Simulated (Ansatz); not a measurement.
System: AlCu₃, space group Fm-3m (No. 225).

Starting cell:
```xyz
4
Lattice="0.0000 2.9032 2.9032 2.9032 0.0000 2.9032 2.9032 2.9032 0.0000" Properties=species:S:1:pos:R:3 pbc="T T T"
Al    0.0000    0.0000    0.0000
Cu    2.9032    2.9032    2.9032
Cu    1.4516    1.4516    1.4516
Cu    4.3547    4.3547    4.3547
```

Calculation (Ansatz 0.2.0): harmonic phonon frequencies at the zone centre with atoms at rest in the given cell, without the long-range term of polar modes, the three translations left out, imaginary frequencies are negative; plane waves with PAW datasets, Γ-centred k mesh. Level: PBEsol, no spin polarisation.

wave cutoff 420 eV; k mesh 12×12×12; occupations Fermi–Dirac; smearing width 0.15 eV; volume relative to the relaxed cell 1.02; phonon method linear response.

Describe the result: the zone-centre optical phonon frequencies (the three acoustic modes are left out).

No frequency is imaginary, so the structure is stable to these displacements (zone-boundary modes weren't tested here). The highest mode lies at 287.3 cm⁻¹. The optical modes lie at 154.2 (×3), 185.2 (×3), 287.3 (×3) cm⁻¹.

| frequency (cm⁻¹) |
| --- |
| 154.2 |
| 154.2 |
| 154.2 |
| 185.2 |
| 185.2 |
| 185.2 |
| 287.3 |
| 287.3 |
| 287.3 |

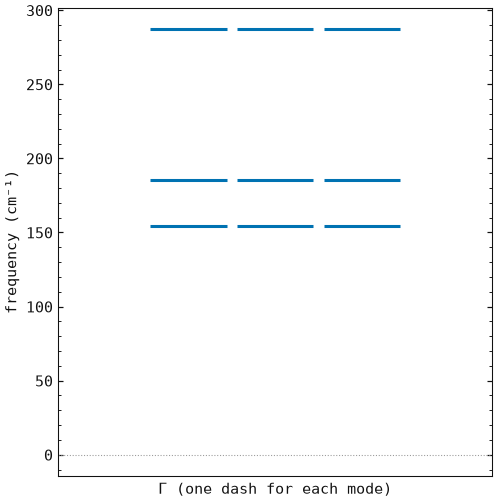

Note: metal sensitive to the k mesh.
